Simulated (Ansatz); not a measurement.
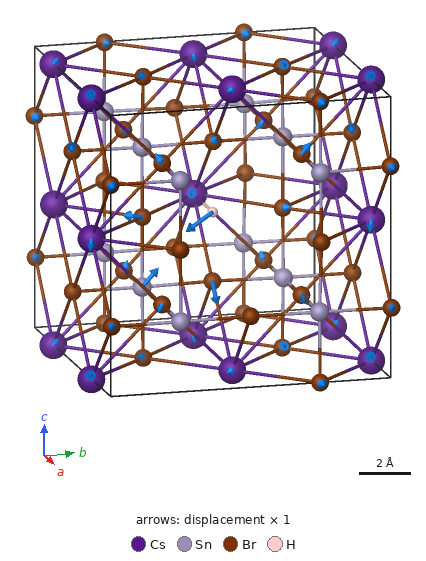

This is a relaxation of a defect cell of composition Cs7Sn8Br24H (cell charge −2). The starting structure is drawn; blue arrows show the displacements, at their true length.

The picture is a ball-and-stick view of the cell of the calculation (origin shifted), seen slightly off an axis.

Method: DFT, PBEsol, PAW, plane waves in Ansatz.

Input
```yaml
crystal:
  lattice:
    - [11.500000, 0.000000, 0.000000]
    - [0.000000, 11.500000, 0.000000]
    - [0.000000, 0.000000, 11.500000]
  atoms:
    - { symbol: Cs, position: [0.999074, 0.999401, 0.998013] }
    - { symbol: Cs, position: [0.000124, 0.001575, 0.498985] }
    - { symbol: Cs, position: [0.001072, 0.499707, 0.000995] }
    - { symbol: Cs, position: [0.999286, 0.500484, 0.503446] }
    - { symbol: Cs, position: [0.497759, 0.999701, 0.999277] }
    - { symbol: Cs, position: [0.499432, 0.999486, 0.500439] }
    - { symbol: Cs, position: [0.498847, 0.502885, 0.998208] }
    - { symbol: Sn, position: [0.249824, 0.248243, 0.249824] }
    - { symbol: Sn, position: [0.251378, 0.247508, 0.747972] }
    - { symbol: Sn, position: [0.250128, 0.752724, 0.250063] }
    - { symbol: Sn, position: [0.247400, 0.751632, 0.750371] }
    - { symbol: Sn, position: [0.751263, 0.249815, 0.249724] }
    - { symbol: Sn, position: [0.746885, 0.249899, 0.750946] }
    - { symbol: Sn, position: [0.749305, 0.746649, 0.250776] }
    - { symbol: Sn, position: [0.751738, 0.750011, 0.746673] }
    - { symbol: Br, position: [0.248581, 0.252511, 0.997414] }
    - { symbol: Br, position: [0.253118, 0.248246, 0.500243] }
    - { symbol: Br, position: [0.249885, 0.749292, 0.000737] }
    - { symbol: Br, position: [0.249473, 0.751079, 0.498087] }
    - { symbol: Br, position: [0.752746, 0.249674, 0.998438] }
    - { symbol: Br, position: [0.747793, 0.250055, 0.504249] }
    - { symbol: Br, position: [0.751670, 0.747963, 0.000210] }
    - { symbol: Br, position: [0.751475, 0.753029, 0.499438] }
    - { symbol: Br, position: [0.002046, 0.250844, 0.246816] }
    - { symbol: Br, position: [0.996865, 0.250414, 0.747707] }
    - { symbol: Br, position: [0.002313, 0.749687, 0.250986] }
    - { symbol: Br, position: [0.002785, 0.749840, 0.749033] }
    - { symbol: Br, position: [0.499792, 0.251502, 0.249166] }
    - { symbol: Br, position: [0.496600, 0.252808, 0.750967] }
    - { symbol: Br, position: [0.503003, 0.748912, 0.250520] }
    - { symbol: Br, position: [0.500885, 0.750251, 0.751322] }
    - { symbol: Br, position: [0.249633, 0.000353, 0.250084] }
    - { symbol: Br, position: [0.251391, 0.998548, 0.750121] }
    - { symbol: Br, position: [0.248368, 0.499939, 0.253991] }
    - { symbol: Br, position: [0.251266, 0.501627, 0.751914] }
    - { symbol: Br, position: [0.750304, 0.003599, 0.248733] }
    - { symbol: Br, position: [0.748712, 0.000080, 0.752363] }
    - { symbol: Br, position: [0.749292, 0.500450, 0.251754] }
    - { symbol: Br, position: [0.752916, 0.499693, 0.748416] }
    - { symbol: H, position: [0.248366, 0.500896, 0.499418] }
  symmetry: { detect: false }
kpoints:
  mp_grid: { grid: [1, 1, 1], shift: [0.25, 0.25, 0.25] }
hamiltonian:
  xc: pbesol
total_charge: -2
scf:
  occupations: { method: fermi_dirac, width: 0.01 }
relax:
  f_tol: 0.03
  max_steps: 80
  escape_saddle: false
  adjacent_minimum: "off"
output:
  forces: true
  eigenvalues: true
  populations: true
  charged_corrections: { epsilon: 30 }
```

Command:
```bash
ansatz run in.yaml --threads 7 --pin off --max-ram 13300MiB --runs-dir r --events-out ev --progress --plain
```

Which element moves most?

Answer. Hydrogen: up to 1.44 Å, against 1.03 Å for tin.

What did the optimiser do to the structure, and how much energy did it gain?

Answer. Over 19 geometry steps the energy falls by 3.124 eV per cell of the calculation. The largest force component goes from 0.57 to 0.018 eV/Å. The atom that moves furthest is H40 (1.44 Å along [−1 −2 −2]). By element the largest moves are H 1.44 Å, Sn 1.03 Å, Br 1.02 Å, Cs 0.75 Å. The cell doesn't change. Some distances before and after: Sn8–H40 4.084 → 1.828 Å, Cs4–Br17 4.115 → 5.314 Å, Cs4–Br34 4.054 → 5.190 Å, Cs5–Br37 4.049 → 5.091 Å. New bonds form: Sn8–H40 (4.08 → 1.83 Å). Among the angles between lasting bonds that change: Br17–Sn8–Br34 89.1° → 156.6°, Sn8–Br17–Sn9 178.8° → 125.7°, Sn8–Br34–Sn10 178.0° → 125.5°.

Limits of the set-up: the cell is charged, on a uniform background, and energies carry no finite-size correction.
